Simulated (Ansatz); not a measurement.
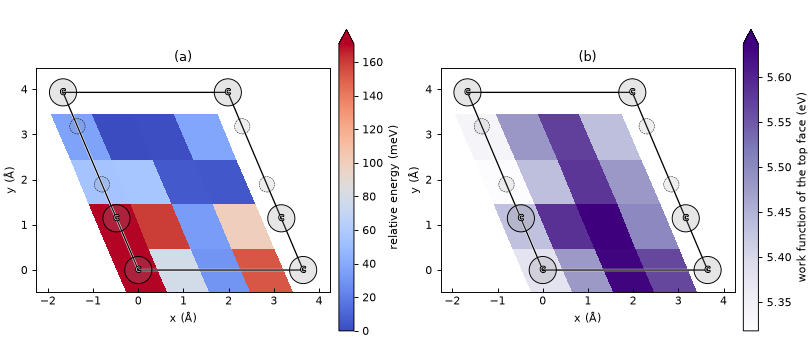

N₂ on a C(110) slab cut from the R-3m phase, its upper half relaxed before the scan (10 atoms of substrate and one adsorbate in a 1 × 1 cell). N2 is moved over the surface cell at a fixed height above a rigid substrate; the origin of the map has the adsorbate above C9; the height is held at 2.70 Å. Places are given modulo a cell vector. The map is drawn in real space over the plane of the surface. The scan uses a 4 × 4 grid. All energies are given in meV relative to the lowest grid point. With one adsorbate in each 1 × 1 cell, its nearest image is 3.6 Å away, so neighbouring adsorbates interact. At a fixed height the lowest place need not be the adsorption site. Method: Ansatz, DFT PBE+D3(BJ), scalar-relativistic, plane waves, PAW. Settings: cutoff 420 eV, k-mesh 8×7×1, gaussian smearing 0.05 eV, no spin polarisation.

Panel (a) is the energy; panel (b) is the computed work function of the top face, in eV.

The picture shows one coloured cell a grid point, labelled circles for the atoms of the top layer and small ones for the second layer, the outline of one cell of the plane, one colour for all values above the top of the scale.

Question: How does the work function of the top face vary over the map, and what is it at the lowest grid point?

Answer: It runs from 5.32 eV at (0/4, 2/4) of the cell vectors to 5.64 eV at (2/4, 1/4) of the cell vectors. At the lowest grid point, (1/4, 3/4) of the cell vectors, it is 5.48 eV.

PAW datasets: the set soft_1.
